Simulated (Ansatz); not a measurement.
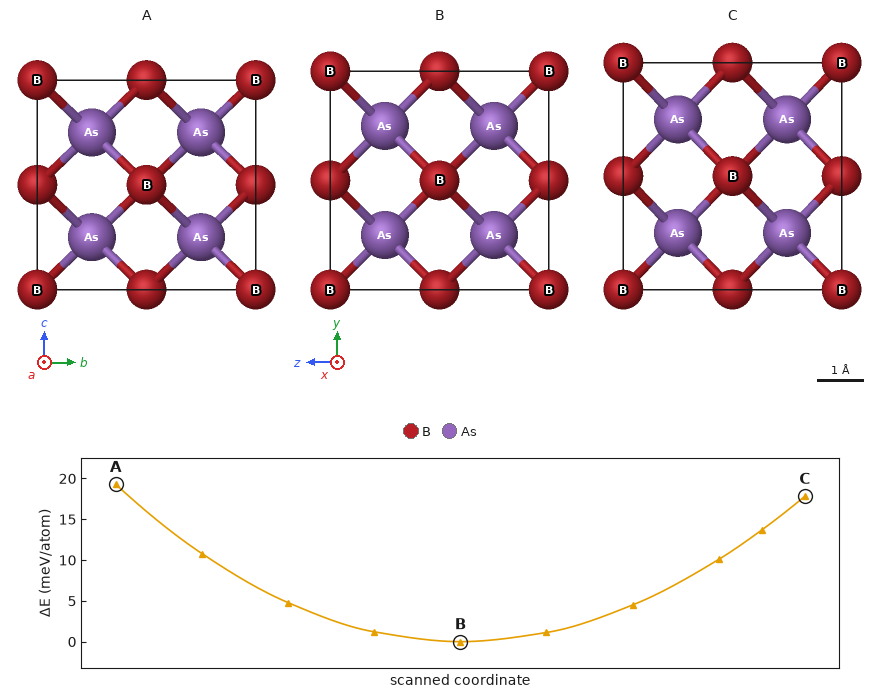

A scan of solid BAs (F-43m) along one coordinate. x, y and z are the Cartesian axes of the input. Style: ball-and-stick. Shown: the conventional cell (4 times the calculation's cell), along the a axis. Lengths and directions refer to the drawn axes.

Theory: DFT PBE, scalar-relativistic, plane waves, PAW in Ansatz 0.2.0. (plane-wave cutoff 420 eV; k-point mesh 10 × 10 × 10; occupations gaussian; smearing width 0.05 eV; no spin polarisation). Energies (free energies at the smearing named) are counted from the relaxed crystal.

Which coordinate changes from frame to frame?

Answer. The cell is strained along y alone, with the atoms kept at their fractional coordinates. In the frames the strain is −0.04 (A), 0.00 (B), 0.04 (C). The lowest computed point lies at the strain 0.00 (0.0 meV/atom). At the ends of the scan the energy is 19.3 meV/atom (−0.04) and 17.8 meV/atom (0.04). The curvature at zero strain, (1/V) d²E/dε², is about 270 GPa; it is C₂₂ with clamped ions. The distortion takes the space group from F-43m to I-4m2. At the strain −0.04 the cell of the drawing goes c 4.809 → 4.616 Å.
